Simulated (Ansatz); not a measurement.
# Fermi surface of Na (space group C2/m, No. 12)

The calculation's input:

```yaml
crystal:
  lattice:
    - [3.19665204, -1.85655203, 0.0]
    - [3.19665204, 1.85655203, 0.0]
    - [-2.17445184, 0.0, 9.36485116]
  atoms:
    - { symbol: Na, position: [0.0, 0.0, 0.0] }
    - { symbol: Na, position: [0.222415, 0.222415, 0.666676] }
    - { symbol: Na, position: [0.777585, 0.777585, 0.333324] }
basis:
  ecutwfc: 420
kpoints:
  mp_grid: { grid: [12, 12, 4] }
hamiltonian:
  xc: pbesol
  pseudopotentials: { kind: paw }
scf:
  occupations: { method: gaussian, width: 0.05 }
output:
  forces: true
  eigenvalues: true
  eigenstates:
    nscf_kmesh: { grid: [20, 20, 8] }
    top_band: c6
    de_dk: true
    localisation: false
  stress: true
checkpoint:
  write: ck
  compress: false
  write_wavefunctions: false
  write_every: 100000
```

Command:

```sh
ansatz run input.yaml --threads 1 --pin off --max-ram 3072MiB --backend cpu --events-out ev --progress --plain --runs-dir out
```

Method: Ansatz, DFT PBEsol, scalar-relativistic, plane waves, PAW; levels and slopes on a dense k mesh at the converged density. No spin polarisation. k mesh for the levels: 20×20×8. Unrelaxed database geometry. The cell comes from a database of computed structures, not from a measurement.

## 1. The sheets

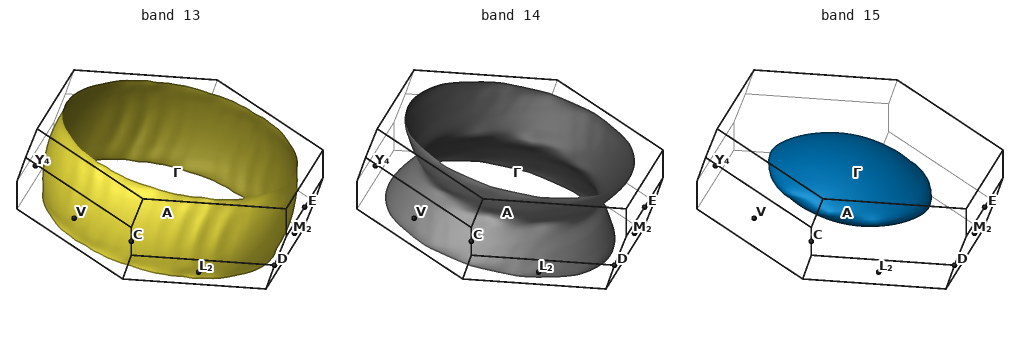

The figure shows the computed Fermi surface of this crystal. Each panel holds one band. The brighter face of a sheet looks towards empty states.

> Describe the Fermi surface sheet by sheet.

Three bands cross the Fermi level; this is a three-dimensional metal.

Band 13: one open electron tube parallel to Γ–A.
Band 14: one open electron tube parallel to Γ–A.
Band 15: one electron pocket centred at Γ (16 % of the zone).

> How large are the density of states and the plasma frequency?

The density of states at the Fermi level is 1.4 states/eV per primitive cell. The intraband plasma frequencies along the cartesian axes x, y and z of the cell as given are 5.9, 5.7 and 5.5 eV.

## 2. Speeds

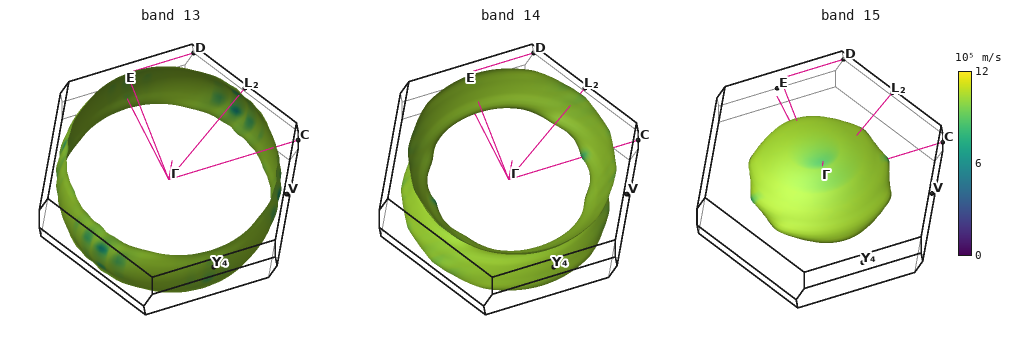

Fermi surface of this crystal, coloured by the Fermi speed.

> Give the range and mean of the Fermi speed for each band.

Band 13: 8.9 to 10 × 10⁵ m/s over most of the sheet, 10 × 10⁵ m/s on average over states. Band 14: 10 to 10 × 10⁵ m/s over most of the sheet, 10 × 10⁵ m/s on average over states. Band 15: 9.8 to 10 × 10⁵ m/s over most of the sheet, 10 × 10⁵ m/s on average over states.

## 3. Quantum oscillations

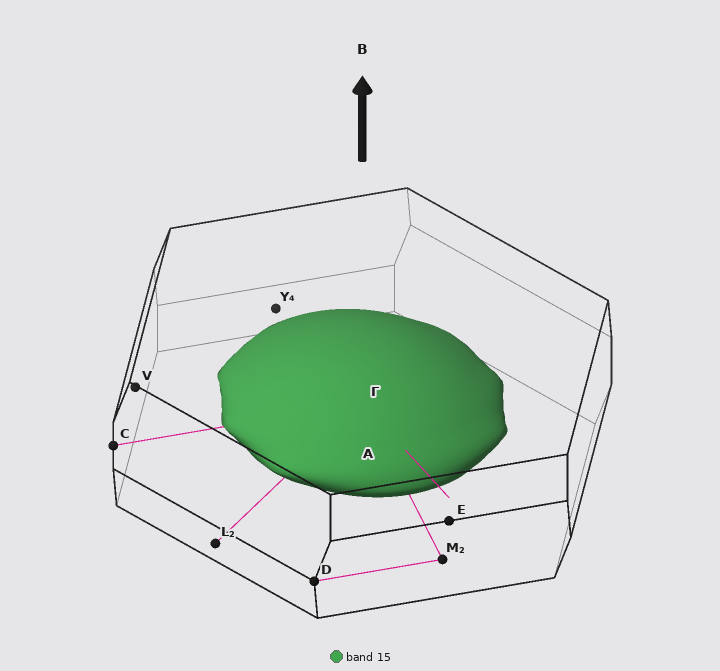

A band of this crystal with a closed pocket at the Fermi level (other bands may have more); the arrow B points along [001]. One band is drawn. The brighter face of a sheet looks towards empty states. Conventional cell: a = 6.39 Å, b = 3.71 Å, c = 9.61 Å, α = 90.00°, β = 103.07°, γ = 90.00°.

> Estimate the largest cross-section normal to [001], and the quantum-oscillation frequency for a field along [001], of the pocket of band 15 at Γ.

The electron pocket of band 15 at Γ: about 0.97 Å⁻², so F = ħA/2πe ≈ 10 kT; it holds 0.31 electrons per cell.

## 4. Cuts and bands

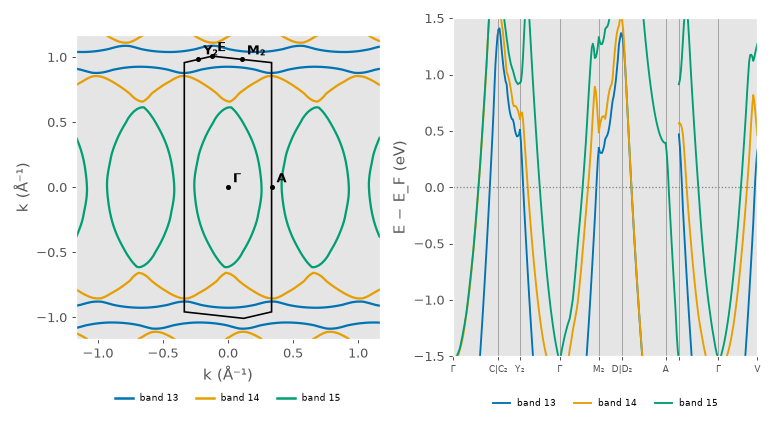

This crystal: cut through the Fermi surface in the plane through Γ, A and E, and the bands that cross the Fermi level.

> Give each band's level at the labelled points, in eV from the Fermi level.

| band | Γ | A | V |
| --- | --- | --- | --- |
| band 13 | below | below | +0.33 |
| band 14 | below | below | +0.46 |
| band 15 | below | +0.39 | +1.27 |

Negative values are filled states; "above" and "below" lie outside the plotted window.

Necks and pockets thinner than about two mesh steps aren't resolved, so separate pockets may in truth be joined.

The run (self-consistency and the dense mesh) took 2.1 min on 1 thread of Arm Neoverse N1 (shared host), peak memory 1.1 GiB.
